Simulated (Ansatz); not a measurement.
A series of calculations on Zr

## 1. Scan

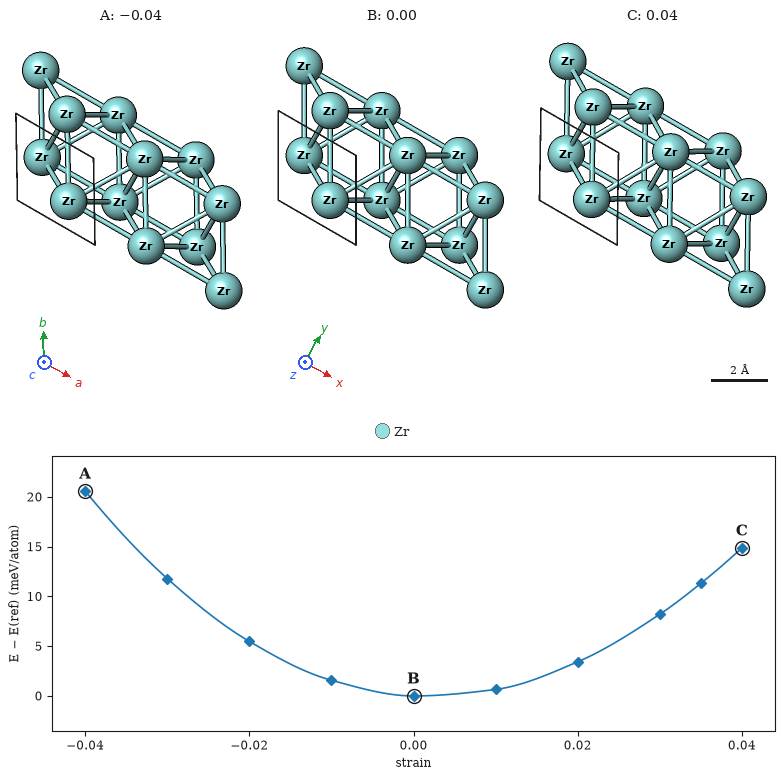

Energy scan for solid Zr (P6_3/mmc), in which the cell is strained along y alone, with the atoms kept at their fractional coordinates. x, y and z are the Cartesian axes of the input. The lettered frames are marked on the plot. Style: ball-and-stick. Shown: the cell of the calculation, repeated 3 × 2 × 1 with one cell outlined, along the c axis.

The calculation used DFT PBE, scalar-relativistic, plane waves, PAW in Ansatz 0.2.0. Set-up: plane-wave cutoff 420 eV; k-point mesh 18 × 18 × 10; occupations gaussian; smearing width 0.15 eV; no spin polarisation. Energies (free energies at the smearing named) are counted from the cell as listed in its source, which wasn't relaxed.

Read off the main features of the energy profile.

Of the computed points the lowest is at the strain 0.00, 0.0 meV/atom. At the ends of the scan the energy is 20.6 meV/atom (−0.04) and 14.9 meV/atom (0.04). The curvature at zero strain, (1/V) d²E/dε², is about 150 GPa; it is C₂₂ with clamped ions. The distortion takes the space group from P6_3/mmc to Cmcm. At the strain −0.04 the cell of the drawing goes b 3.232 → 3.136 Å, γ 120.0° → 121.0°.

The computed points:

```tsv
strain	E − E(ref) (meV/atom)
−0.040	20.6
−0.030	11.8
−0.020	5.5
−0.010	1.6
0.000	0.0
0.010	0.7
0.020	3.4
0.030	8.2
0.035	11.3
0.040	14.9
```

## 2. Scan

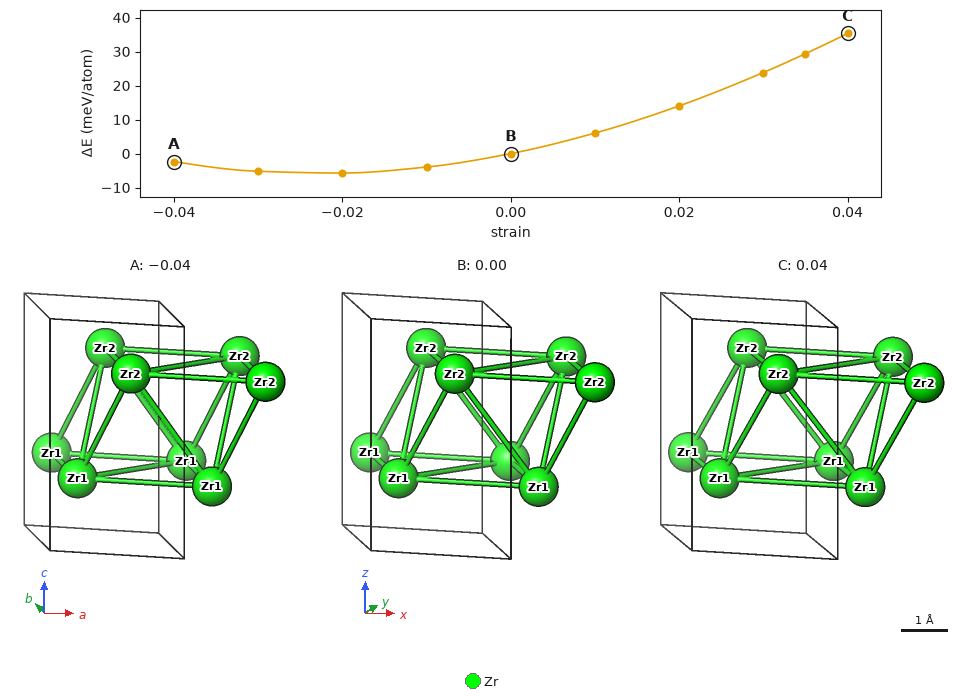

Energy scan for a crystal of Zr (P6_3/mmc), in which the cell is strained along x alone, with the atoms kept at their fractional coordinates. x, y and z are the Cartesian axes of the input. The lettered frames are marked on the plot. Style: ball-and-stick. Shown: the cell of the calculation, repeated 2 × 2 × 1 with one cell outlined, slightly off an axis.

Level of theory: DFT PBEsol, scalar-relativistic, plane waves, PAW in Ansatz 0.2.0. Settings: plane-wave cutoff 420 eV; k-point mesh 18 × 18 × 10; occupations gaussian; smearing width 0.15 eV; no spin polarisation. Energies (free energies at the smearing named) are counted from the cell as listed in its source, which wasn't relaxed.

### What does the scan show?

Of the computed points the lowest is at the strain −0.02, −5.7 meV/atom. At the ends of the scan the energy is −2.3 meV/atom (−0.04) and 35.3 meV/atom (0.04). The unrelaxed reference is under a pressure of −3.3 GPa, which tilts the curve. The distortion takes the space group from P6_3/mmc to Cmcm. At the strain −0.04 the cell of the drawing goes a 3.232 → 3.103 Å, b 3.232 → 3.200 Å, γ 120.0° → 119.0°.

The computed points:

| strain | ΔE (meV/atom) |
| --- | --- |
| −0.040 | −2.3 |
| −0.030 | −5.2 |
| −0.020 | −5.7 |
| −0.010 | −4.0 |
| 0.000 | 0.0 |
| 0.010 | 6.0 |
| 0.020 | 14.0 |
| 0.030 | 23.8 |
| 0.035 | 29.4 |
| 0.040 | 35.3 |

## 3. Energy map

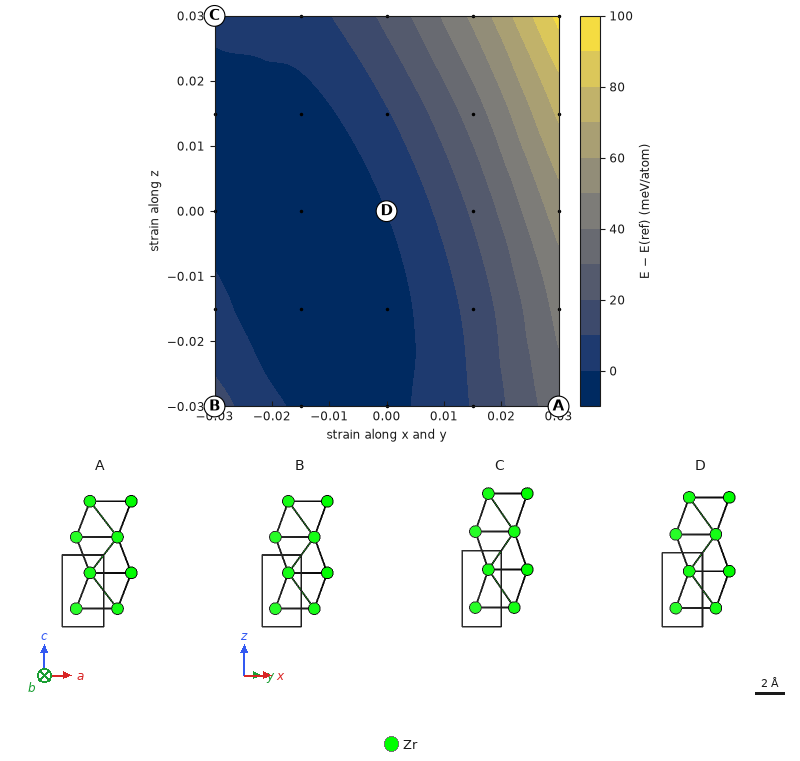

A scan of a crystal of Zr (P6_3/mmc): the cell is strained equally along x and y and separately along z, with the atoms kept at their fractional coordinates. x, y and z are the Cartesian axes of the input. The map is interpolated between the computed points (dots). The lettered frames are marked on it. The picture is a ball-and-stick view of the cell of the calculation, repeated 2 × 2 × 2 with one cell outlined, seen along the b axis.

Theory: DFT PBEsol, scalar-relativistic, plane waves, PAW in Ansatz 0.2.0. Set-up: plane-wave cutoff 420 eV; k-point mesh 18 × 18 × 10; occupations gaussian; smearing width 0.15 eV; no spin polarisation. Energies (free energies at the smearing named) are counted from the cell as listed in its source, which wasn't relaxed.

Where is the lowest point of the map, and what else does it tell?

In pairs of (strain along x and y; strain along z): the lowest computed point lies at (−0.015, 0.000) (−8.4 meV/atom), the highest at (0.030, 0.030) (92.7 meV/atom). The valley is tilted: raising the in-plane strain is made harder by raising the strain along z (cross term 0.57 of the geometric mean of the two curvatures). Over the ranges scanned the energy rises more along the first axis, the in-plane strain. The pressure runs from −10.0 GPa at (0.030, 0.030) to 6.1 GPa at (−0.030, −0.030). The frames lie at A (0.030, −0.030): 36.0 meV/atom, B (−0.030, −0.030): 13.9 meV/atom, C (−0.030, 0.030): 1.4 meV/atom, D (0.000, 0.000): 0.0 meV/atom.
